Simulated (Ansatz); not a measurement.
```xyz
4
Lattice="3.1193 3.1193 0.0000 -3.1824 3.1824 0.0000 0.0000 0.0000 6.3017" Properties=species:S:1:pos:R:3 pbc="T T T"
Te   -0.0315    3.1509    0.0000
Te    0.0000    0.0000    3.1509
Sn    0.0000    0.0000    0.0000
Sn   -0.0315    3.1509    3.1509
```

Space group Immm; computed pressure about 2 GPa in this cell.

Theory: Kohn-Sham DFT of a periodic cell, PBE, Ansatz PAW in Ansatz.

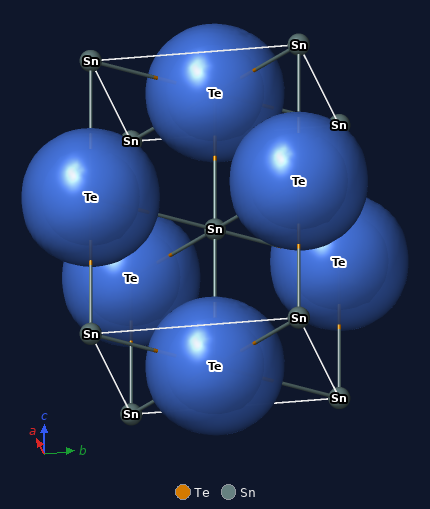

SnTe. Isosurface of the ELF at 0.55 (blue), seen at an oblique angle. Only the valence region is drawn (cores and ρ < 0.01 e/Å³ removed). Sticks mark near contacts.

Q: Identify the bonds, lone pairs and shells in this picture.

A: At this value the surface marks out two regions wrapped around Te (the valence shell of each), counted in one cell of 4 atoms. Regions shared between cells count once. Profiles from the grid: Sn–Te (3.15 Å): the ELF peaks at about 0.65 in the valence shell of Te, 1.3 Å from its nucleus, and drops to about 0.30 between the two atoms.
